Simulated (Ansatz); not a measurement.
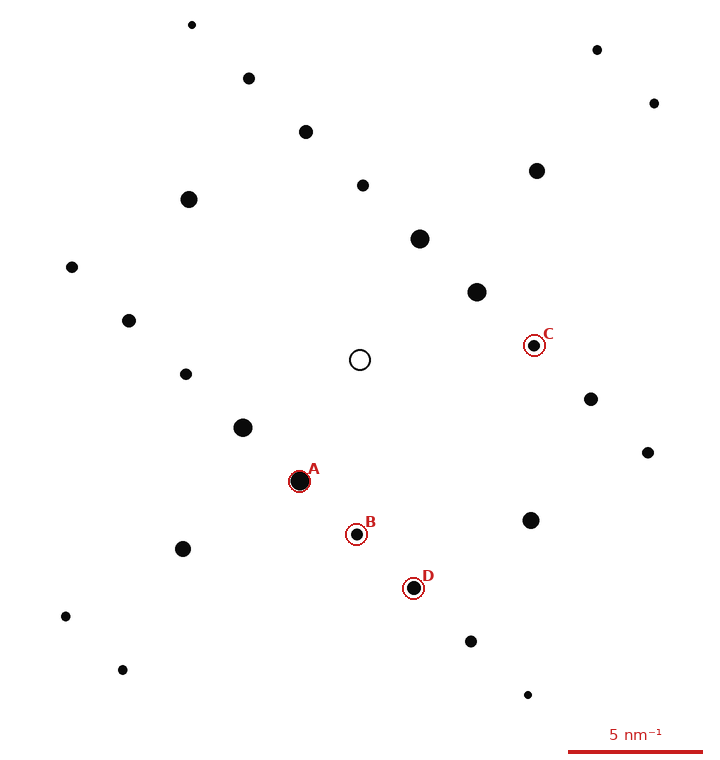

Computed electron diffraction pattern, 200 kV, single scattering only, B = 0.3 Å². The zone axis points towards the electron source and the pattern is seen from the source side.

Crystal: Co, space group P6/mmm (No. 191), a = 3.94 Å, c = 2.42 Å (hexagonal axes). Structure: coordinates from a relaxation with DFT, RPBE, plane waves (420 eV) with PAW, scalar-relativistic (Ansatz); the starting structure was generated, so it need not be a known form of this composition.

Spot A is indexed -1 0 1 and spot B -1 -1 1.

### Index the other marked spots.

C = −3A + 2B = 1 -2 -1 (d = 1.527 Å). D = −A + 2B = -1 -2 1 (d = 1.138 Å).

### Find the zone axis.

The cross product of A and B is parallel to [101]; every spot obeys hu + kv + lw = 0.

### What are the spacings of A and B and the angle between them?

d(A) = 1.972 Å, d(B) = 1.527 Å, and the angle is 25.4°.
